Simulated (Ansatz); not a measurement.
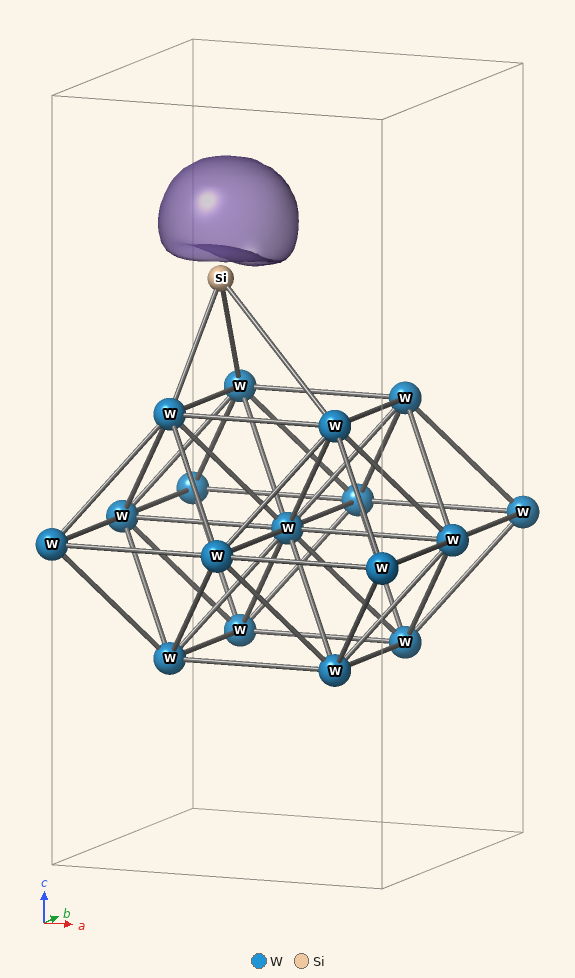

The picture shows: SiW12 (slab). Isosurface of the ELF at 0.85 (purple), seen slightly off an axis. Only the valence region is drawn (cores and ρ < 0.01 e/Å³ removed). Sticks mark near contacts.

Not relaxed (largest force 1.3 eV/Å); PAW files of the earlier set (soft_1).

These are results of Ansatz 0.2.0, DFT PBE, scalar-relativistic, plane waves, PAW, not measurements.

Identify the bonds, lone pairs and shells in this picture.

At this value the surface marks out one lobe on Si, pointing away from the bonds (lone pairs), counted in one cell of 13 atoms. Counts are for one cell; the picture repeats the cell along the surface. Along the contacts the grid gives the following. Si–W (2.33 Å): the ELF peaks at about 0.75 in the valence shell of Si, 0.9 Å from its nucleus, and is about 0.50 at the midpoint. W–W (2.82 Å): the ELF is about 0.40 at the midpoint.
